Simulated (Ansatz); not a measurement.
# A series of single points on Al

System: Al (P6/mmm, 3 atoms in the cell).
Method: DFT, BLYP, plane waves (420 eV) with PAW, scalar-relativistic, no spin polarisation (Ansatz 0.2.0).

The 6 runs differ only in the geometry, by an even scaling of the cell at fixed fractional positions.

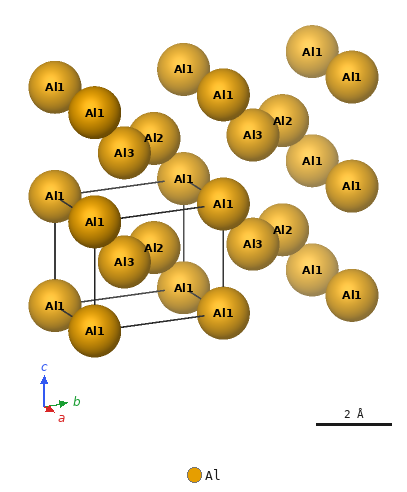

Figure 1. The structure of run 4 (spheres-only view of the cell of the calculation, repeated 1 × 2 × 2, seen slightly off an axis; atoms are numbered from 1 in the order of the input).

**Input of run 4**
```yaml
crystal:
  lattice:
    - [4.7365977671, 0.0, 0.0]
    - [-2.3682988836, 4.1020139938, 0.0]
    - [0.0, 0.0, 2.9698221541]
  atoms:
    - { symbol: Al, position: [0.0, 1.0, 0.0] }
    - { symbol: Al, position: [0.3333333333, 0.6666666667, 0.5] }
    - { symbol: Al, position: [0.6666666667, 0.3333333333, 0.5] }
hamiltonian:
  xc: blyp
  pseudopotentials:
    kind: paw
    azcp:
      Al: "pseudopotentials/Al.paw.azcp"
basis:
  ecutwfc: 420
  fft_grid_basis: typed
kpoints:
  mp_grid: { grid: [9, 9, 12], shift: [0, 0, 0] }
magnetization:
  spin_polarized: false
scf:
  occupations: { method: fermi_dirac, width: 0.1 }
  lower_state_search: "off"
output:
  stress: true
```

Lattice vectors (Å) and fractional positions of run 4:
```
   4.736598    0.000000    0.000000
  -2.368299    4.102014    0.000000
   0.000000    0.000000    2.969822
Al -0.000000  1.000000  0.000000
Al  0.333333  0.666667  0.500000
Al  0.666667  0.333333  0.500000
```

Run 5 differs from it as follows:
```diff
-    - [4.7365977671, 0.0, 0.0]
-    - [-2.3682988836, 4.1020139938, 0.0]
-    - [0.0, 0.0, 2.9698221541]
+    - [4.7965610665, 0.0, 0.0]
+    - [-2.3982805333, 4.1539437344, 0.0]
+    - [0.0, 0.0, 3.0074188309]
```

**Results, with one run withheld**

| run | volume per atom (Å³) | free energy per atom, from the lowest run given (meV) | pressure (GPa) |
| --- | --- | --- | --- |
| 1 | 16.275 | 46.65 | 8.25 |
| 2 | 17.015 | 16.70 | 4.86 |
| 3 | 17.755 | 0.73 | 2.16 |
| 4 | 19.234 | 0.00 | −1.71 |
| 5 | 19.974 | ? | ? |
| 6 | 20.714 | 27.74 | −4.10 |

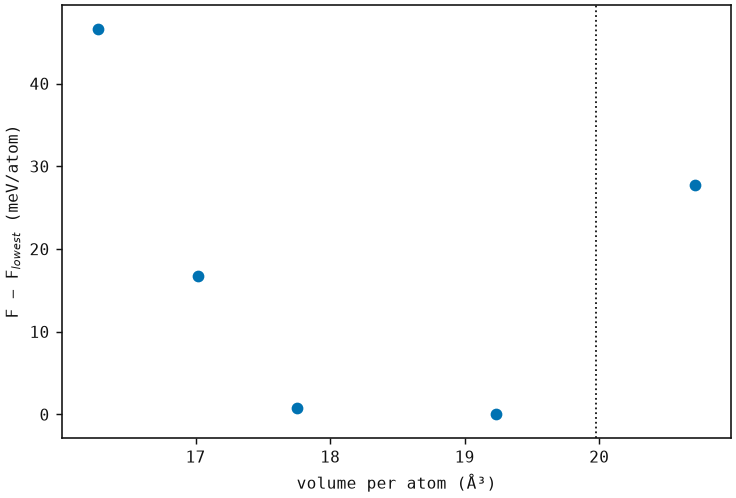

Figure 2. Free energy per atom of the runs given; the dotted line marks run 5.

Estimate the energy of run 5 from the others.

A cubic polynomial in V^(−2/3) (the Birch–Murnaghan form), fitted to the 5 runs given, misses them by at most 0.02 meV per atom. With x = V^(−2/3) − 0.14514 Å⁻², it reads F = −2.6163 + 1323.3 x + 3.0761e+05 x² + 7.6923e+05 x³ (meV per atom). At run 5 it gives 11.07 meV per atom, and the run itself gives 11.12. The slope of the fit gives a pressure −dF/dV of −3.05 GPa there, and the run prints −3.05 GPa. The fit has its minimum at 18.498 Å³ per atom, where V d²F/dV² gives 47.6 GPa. Cell shape and fractional positions are held, so this is the stiffness under even scaling; the relaxed bulk modulus wasn't computed.

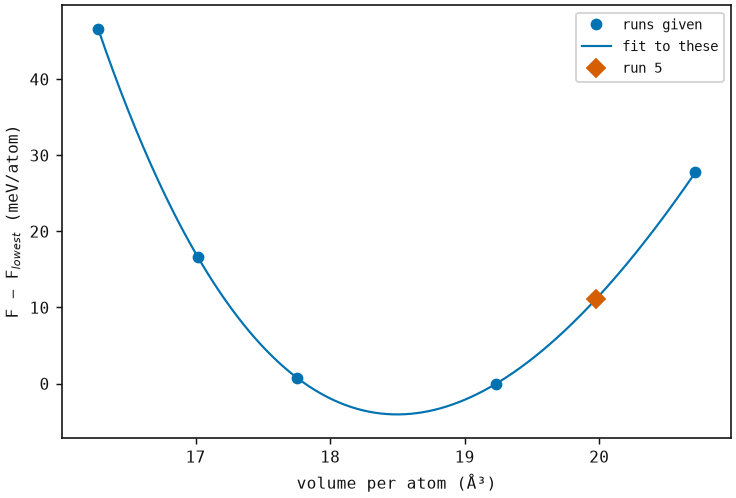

Figure 3. The fit and the withheld run.

**Output, shortened to warnings, some set-up lines, iterations and results (run 5)**
```
Basis set: ecut = 420 eV, 1163 PW (Γ), exchange–correlation on 72×72×48 points (8 copies of the dense FFT grid, shifted against one another)
Symmetry: 24 space group operations
k-points: 84 of 972
Initial density: superposition of atomic densities (neutral atoms: chi_scale 0, normalization atom), corrected by the library's trained network
[...]
SCF iter   1: F=—  HF=-1621.220371 eV  |F-HF|=—  |Δ(HF+E_count)|=         —  Δρ=5.06e-3  dr2=1.93e-2  ethr=1.77e-3  ⟨swp⟩=5.3  Hψ=5923  notcnv=0
SCF iter   2: F=—  HF=-1621.218152 eV  |F-HF|=—  |Δ(HF+E_count)|=   2.22e-3  Δρ=3.29e-3  dr2=8.35e-3  ethr=2.14e-4  ⟨swp⟩=1.0  Hψ=1428  notcnv=0
SCF iter   3: F=—  HF=-1621.216935 eV  |F-HF|=—  |Δ(HF+E_count)|=   1.22e-3  Δρ=2.47e-4  dr2=7.07e-5  ethr=9.27e-5  ⟨swp⟩=2.0  Hψ=1062  notcnv=0
SCF iter   4: F=—  HF=-1621.216947 eV  |F-HF|=—  |Δ(HF+E_count)|=   1.18e-5  Δρ=1.83e-4  dr2=7.40e-5  ethr=7.85e-7  ⟨swp⟩=2.0  Hψ=1124  notcnv=0
SCF iter   5: F=-1621.216924 eV  HF=-1621.216924 eV  |F-HF|=2.13e-7  |Δ(HF+E_count)|=   2.33e-5  Δρ=1.42e-5  dr2=7.98e-8  ethr=7.85e-7  ⟨swp⟩=2.4  Hψ=1100  notcnv=0
SCF iter   6: F=-1621.216924 eV  HF=-1621.216924 eV  |F-HF|=3.57e-8  |Δ(HF+E_count)|=   2.26e-7  Δρ=5.74e-6  dr2=1.28e-8  ethr=8.86e-10  ⟨swp⟩=2.1  Hψ=2662  notcnv=0
SCF 1 converged in 6 iterations: F = -1621.216924 eV  dr2 = 1.28e-8
SCF converged after 6 iterations
Free energy (F): -1621.216924 eV
Harris-Foulkes:  -1621.216924 eV  (|F-HF|=3.57e-8)
Internal energy: -1621.167913 eV  (E = F + TS)
E sigma→0 (E₀):  -1621.192418 eV
Entropy (-TS):   -0.049011 eV (-16.337 meV/atom)
Fermi energy:    6.452810 eV
--- Per-component energies (eV) ---
  E_band       = 23.565895
  E_kinetic    = 61.226276
  E_local      = 17.092586  (includes V_loc(G=0)·N_el)
  E_nonlocal   = 33.755697
  E_hartree    = 0.572391
  E_xc         = -112.273312
  E_vxc        = -77.966886  (∫ρ·V_xc dr)
  E_paw        = -1415.057933  (= ΣΔE_a)
  E_vpaw       = -11.686573  (= ΣTr[D̂ρ^β])
  E_aug_tail   = -0.000008  (compensation charges beyond the density's cutoff)
  E_ewald      = -206.519812
  E_core_change = 0.036202  (= ΣΔE_core)
  E_smearing   = -0.049011  (= −TS)
  E_closure    = -0.000000  (closes the sum)
  Σ components = -1621.216924   (vs F -1621.216924, Δ=0.00e0)
--- Stress (GPa, compression-positive) ---
       -2.927708      -0.000000      -0.000000
        0.000000      -2.927708       0.000000
       -0.000000       0.000000      -3.304009
  P = ⅓ Tr σ = -3.0531 GPa (-30.531 kbar)
```
